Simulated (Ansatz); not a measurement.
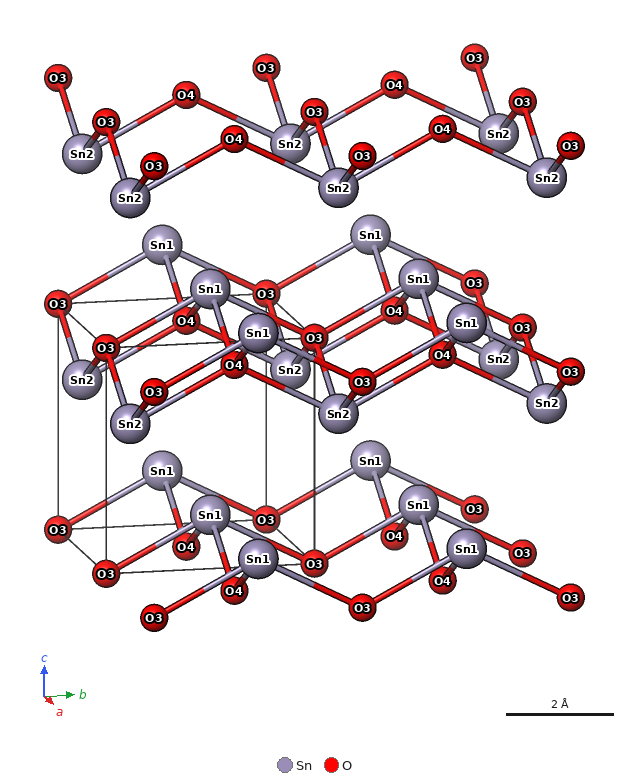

Fig. 1: The input geometry of the first run (ball-and-stick view of the cell of the calculation, repeated 2 × 2 × 2, seen slightly off an axis; atoms are numbered from 1 in the order of the input). An atom can appear more than once, as a periodic image.

**What a change does: single-point calculation on SnO**

System: SnO (4 atoms in the cell).
Method of the first run: DFT PBE, scalar-relativistic, plane waves, PAW, no spin polarisation (Ansatz 0.2.0).

The structure derives from an entry of the Crystallography Open Database. Text and figures count atoms from 1; the logs count them from 0 in places.

**Input, the first run**
```yaml
crystal:
  lattice:
    - [4.0136466639, 0.0, 0.0]
    - [0.0, 4.0136466639, 0.0]
    - [0.0, 0.0, 4.3394255593]
  atoms:
    - { symbol: Sn, position: [0.0, 0.5, 0.2385] }
    - { symbol: Sn, position: [0.5, 0.0, 0.7615] }
    - { symbol: O, position: [0.0, 0.0, 0.0] }
    - { symbol: O, position: [0.5, 0.5, 0.0] }
basis:
  ecutwfc: 420
kpoints:
  mp_grid: { grid: [14, 14, 12] }
hamiltonian:
  xc: pbe
scf:
  occupations: { method: gaussian, width: 0.15 }
output:
  forces: true
  stress: true
  eigenvalues: true
```

Launched with:
```bash
ansatz run input.yaml --threads 1 --pin off --max-ram 2560MiB --backend cpu --events-out ev --progress --plain --runs-dir out
```

Hardware: 1 thread of Intel Xeon (Granite Rapids), 192 GiB of memory available, shared host.

**Output, shortened to warnings, some set-up lines, iterations and results (the first run)**
```
Basis set: ecut = 420 eV, 1367 PW (Γ), exchange–correlation on 54×54×60 points (8 copies of the dense FFT grid, shifted against one another)
Symmetry: 16 space group operations
k-points: 252 of 2352
Initial density: superposition of atomic densities (neutral atoms: chi_scale 0, normalization atom), corrected by the library's trained network
[...]
SCF iter   1: F=—  HF=-13183.174312 eV  |F-HF|=—  |Δ(HF+E_count)|=         —  Δρ=2.14e-3  dr2=2.74e-3  ethr=1.77e-3  ⟨swp⟩=5.6  Hψ=27290  notcnv=0
SCF iter   2: F=—  HF=-13183.173286 eV  |F-HF|=—  |Δ(HF+E_count)|=   1.03e-3  Δρ=8.91e-4  dr2=3.68e-4  ethr=6.84e-6  ⟨swp⟩=2.0  Hψ=12427  notcnv=0
SCF iter   3: F=—  HF=-13183.173546 eV  |F-HF|=—  |Δ(HF+E_count)|=   2.60e-4  Δρ=3.64e-4  dr2=7.18e-5  ethr=9.21e-7  ⟨swp⟩=2.7  Hψ=10990  notcnv=0
SCF iter   4: F=—  HF=-13183.173570 eV  |F-HF|=—  |Δ(HF+E_count)|=   2.42e-5  Δρ=7.08e-5  dr2=3.68e-6  ethr=1.79e-7  ⟨swp⟩=2.0  Hψ=8062  notcnv=0
SCF iter   5: F=—  HF=-13183.173572 eV  |F-HF|=—  |Δ(HF+E_count)|=   2.07e-6  Δρ=2.04e-5  dr2=1.72e-7  ethr=9.19e-9  ⟨swp⟩=2.0  Hψ=8098  notcnv=0
SCF iter   6: F=-13183.173572 eV  HF=-13183.173572 eV  |F-HF|=6.27e-9  |Δ(HF+E_count)|=   1.68e-7  Δρ=2.62e-6  dr2=4.79e-9  ethr=2.50e-10  ⟨swp⟩=5.8  Hψ=24291  notcnv=0
SCF 1 converged in 6 iterations: F = -13183.173572 eV  dr2 = 4.79e-9
SCF converged after 6 iterations
Free energy (F): -13183.173572 eV
Harris-Foulkes:  -13183.173572 eV  (|F-HF|=6.27e-9)
Internal energy: -13183.173570 eV  (E = F + TS)
E sigma→0 (E₀):  -13183.173571 eV
Entropy (-TS):   -0.000002 eV (-0.001 meV/atom)
Fermi energy:    9.762157 eV
--- Per-component energies (eV) ---
  E_band       = -182.776517
  E_kinetic    = 722.222866
  E_local      = -2524.663770  (includes V_loc(G=0)·N_el)
  E_nonlocal   = 31.750111
  E_hartree    = 1374.147430
  E_xc         = -912.992426
  E_vxc        = -380.533105  (∫ρ·V_xc dr)
  E_paw        = -8587.624322  (= ΣΔE_a)
  E_vpaw       = -779.853947  (= ΣTr[D̂ρ^β])
  E_aug_tail   = 0.004764  (compensation charges beyond the density's cutoff)
  E_ewald      = -3286.018222
  E_smearing   = -0.000002  (= −TS)
  E_closure    = 0.000000  (closes the sum)
  Σ components = -13183.173572   (vs F -13183.173572, Δ=0.00e0)
--- Forces (eV/Å), atoms counted from 1 ---
  atom   1  Sn     0.00000000     0.00000000     0.65754590
  atom   2  Sn     0.00000000     0.00000000    -0.65754590
  atom   3  O      0.00000000     0.00000000     0.00000000
  atom   4  O      0.00000000     0.00000000     0.00000000
  max |Σ_I F_I| component: 0.00e0 eV/Å
--- Stress (GPa, compression-positive) ---
       -1.179066       0.000000       0.000000
        0.000000      -1.179066       0.000000
        0.000000       0.000000       6.746890
  P = ⅓ Tr σ = 1.4629 GPa (14.629 kbar)
```

The input of the second run differs as follows (lines with − go, lines with + come):
```diff
-    - [4.0136466639, 0.0, 0.0]
-    - [0.0, 4.0136466639, 0.0]
-    - [0.0, 0.0, 4.3394255593]
+    - [3.9091545137, 0.0, 0.0]
+    - [0.0, 3.9091545137, 0.0]
+    - [0.0, 0.0, 4.5745127643]
```

Predict how the results change.

With the same functional and potentials, the second run lies 35.6 meV per atom lower. The gap on the mesh goes from 0.72 to 0.40 eV. The pressure goes from 1.46 to 2.83 GPa. The largest force goes from 0.658 to 0.605 eV/Å. The number of SCF iterations is the same. The plane waves at Γ go from 1367 to 1351.

**Output, shortened to warnings, some set-up lines, iterations and results (the second run)**
```
Basis set: ecut = 420 eV, 1351 PW (Γ), exchange–correlation on 54×54×64 points (8 copies of the dense FFT grid, shifted against one another)
Symmetry: 16 space group operations
k-points: 252 of 2352
Initial density: superposition of atomic densities (neutral atoms: chi_scale 0, normalization atom), corrected by the library's trained network
[...]
SCF iter   1: F=—  HF=-13183.316086 eV  |F-HF|=—  |Δ(HF+E_count)|=         —  Δρ=1.60e-3  dr2=8.99e-4  ethr=1.77e-3  ⟨swp⟩=5.5  Hψ=27179  notcnv=0
SCF iter   2: F=—  HF=-13183.315724 eV  |F-HF|=—  |Δ(HF+E_count)|=   3.62e-4  Δρ=8.09e-4  dr2=2.73e-4  ethr=2.25e-6  ⟨swp⟩=2.1  Hψ=13096  notcnv=0
SCF iter   3: F=—  HF=-13183.316008 eV  |F-HF|=—  |Δ(HF+E_count)|=   2.84e-4  Δρ=3.56e-4  dr2=6.29e-5  ethr=6.83e-7  ⟨swp⟩=2.7  Hψ=10250  notcnv=0
SCF iter   4: F=—  HF=-13183.316049 eV  |F-HF|=—  |Δ(HF+E_count)|=   4.07e-5  Δρ=6.79e-5  dr2=2.90e-6  ethr=1.57e-7  ⟨swp⟩=2.2  Hψ=8779  notcnv=0
SCF iter   5: F=—  HF=-13183.316050 eV  |F-HF|=—  |Δ(HF+E_count)|=   1.09e-6  Δρ=2.17e-5  dr2=3.02e-7  ethr=7.26e-9  ⟨swp⟩=2.0  Hψ=8196  notcnv=0
SCF iter   6: F=-13183.316050 eV  HF=-13183.316050 eV  |F-HF|=1.01e-8  |Δ(HF+E_count)|=   4.12e-8  Δρ=3.72e-6  dr2=9.71e-9  ethr=2.50e-10  ⟨swp⟩=6.6  Hψ=28225  notcnv=0
SCF 1 converged in 6 iterations: F = -13183.316050 eV  dr2 = 9.71e-9
SCF converged after 6 iterations
Free energy (F): -13183.316050 eV
Harris-Foulkes:  -13183.316050 eV  (|F-HF|=1.01e-8)
Internal energy: -13183.315940 eV  (E = F + TS)
E sigma→0 (E₀):  -13183.315995 eV
Entropy (-TS):   -0.000110 eV (-0.028 meV/atom)
Fermi energy:    9.955077 eV
--- Per-component energies (eV) ---
  E_band       = -183.314734
  E_kinetic    = 723.618120
  E_local      = -2591.412430  (includes V_loc(G=0)·N_el)
  E_nonlocal   = 32.001611
  E_hartree    = 1407.262652
  E_xc         = -913.083482
  E_vxc        = -380.747036  (∫ρ·V_xc dr)
  E_paw        = -8588.580332  (= ΣΔE_a)
  E_vpaw       = -781.305061  (= ΣTr[D̂ρ^β])
  E_aug_tail   = 0.004794  (compensation charges beyond the density's cutoff)
  E_ewald      = -3253.126874
  E_smearing   = -0.000110  (= −TS)
  E_closure    = -0.000000  (closes the sum)
  Σ components = -13183.316050   (vs F -13183.316050, Δ=0.00e0)
--- Forces (eV/Å), atoms counted from 1 ---
  atom   1  Sn     0.00000000     0.00000000     0.60497655
  atom   2  Sn    -0.00000000     0.00000000    -0.60497655
  atom   3  O      0.00000000     0.00000000    -0.00000000
  atom   4  O     -0.00000000     0.00000000     0.00000000
  max |Σ_I F_I| component: 0.00e0 eV/Å
--- Stress (GPa, compression-positive) ---
        1.430776       0.000000      -0.000000
        0.000000       1.430776      -0.000000
       -0.000000      -0.000000       5.627766
  P = ⅓ Tr σ = 2.8298 GPa (28.298 kbar)
```

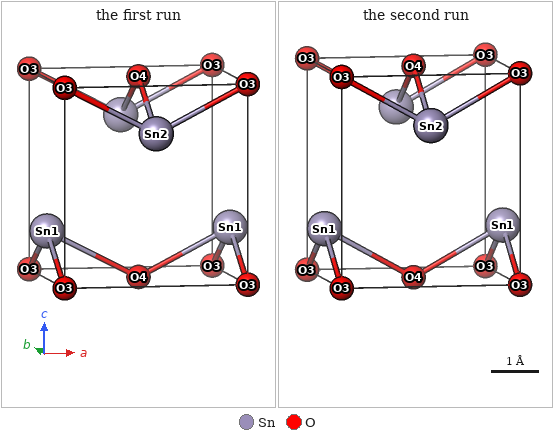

Fig. 2: The two input geometries at one scale (ball-and-stick view of the cell of the calculation, seen slightly off an axis). The atoms keep their places relative to the cell (all moves are under 0.005 Å). The drawn cell changes at constant volume: a = b 4.014 → 3.909 Å (−2.6 %), c 4.339 → 4.575 Å (+5.4 %). Among the contacts that change: Sn1–O3 2.258 → 2.238 Å.

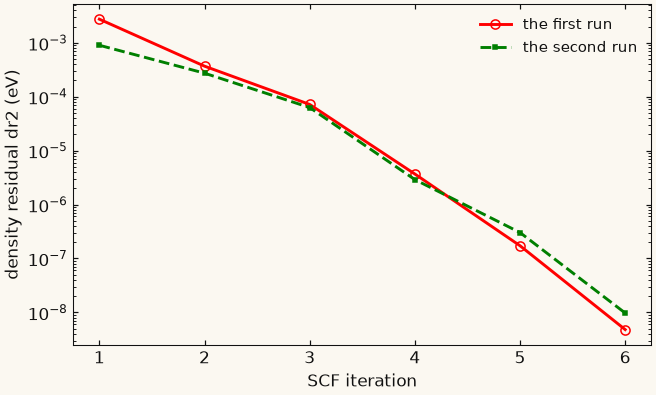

Fig. 3: Convergence of the two runs: density residual dr2 against the SCF iteration. The first run takes 6 iterations in all, and the second run takes 6.

**The two runs side by side**

| quantity | the first run | the second run |
| --- | --- | --- |
| outcome | converged | converged |
| free energy per atom (eV) | −3295.7934 | −3295.8290 |
| gap on the mesh (eV) | 0.72 | 0.40 |
| pressure (GPa) | 1.46 | 2.83 |
| largest force (eV/Å) | 0.658 | 0.605 |
| SCF iterations | 6 | 6 |
| irreducible k-points | 252 | 252 |
| plane waves at Γ | 1367 | 1351 |
| wall time (shared host) | 9.7 s | 10 s |
